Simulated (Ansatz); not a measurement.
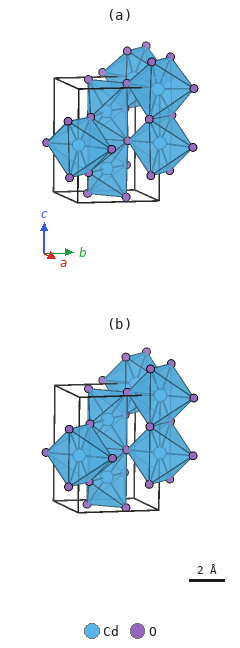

The structure of crystalline CdO2 (built on the MgF2-58 type type) before (top) and after (bottom) a relaxation, at one scale.

The picture is a polyhedral view of the cell of the calculation, seen slightly off an axis.

Case: shaken.

Level of theory: Ansatz 0.2.0, DFT, PBEsol, plane waves, PAW. Set-up: plane-wave cutoff 420 eV; k-point mesh 4 × 4 × 4; occupations fermi dirac; smearing width 0.05 eV; no spin polarisation; cell and atoms relaxed; force threshold 0.01 eV/Å; at most 120 steps.

**Summarise the run.**

Over 4 accepted moves (6 points after the start) the energy falls by 0.751 eV per cell of the calculation. The largest force component goes from 2.9 to 0.00095 eV/Å. The pressure goes from 1.16 to 0.01 GPa. At 2 points the geometry stayed and the basis and grid were re-selected for the new cell (energy shift of 5.6 meV per cell of the calculation at most each time). A Cd atom moves most relative to the cell: 0.17 Å along [0 2 1]. Largest moves by element: Cd 0.17 Å, O 0.13 Å. The volume changes by −1.3 %, with a 4.907 → 4.830 Å (−1.6 %), b 4.877 → 4.827 Å (−1.0 %), c 6.599 → 6.678 Å (+1.2 %), α 91.0° → 90.0°, β 88.5° → 90.0°, γ 91.1° → 90.0°. Some distances before and after: Cd–O 1.934 → 2.092 Å, Cd–O 2.241 → 2.092 Å, Cd–O 2.285 → 2.153 Å, Cd–O 2.035 → 2.154 Å. Among the angles between lasting bonds that change: O–Cd–O 168.6° → 180.0°, O–Cd–O 83.6° → 74.1°, O–Cd–O 171.1° → 180.0°. The space group (tolerance 0.01 Å) goes from P1 (No. 1) to P4_2/mnm (No. 136). The run took 90 s on 1 × NVIDIA H100 80GB HBM3 with 2 threads of AMD EPYC 7R13 Processor (Zen 3), with other jobs on the host, peak memory 1.2 GiB.
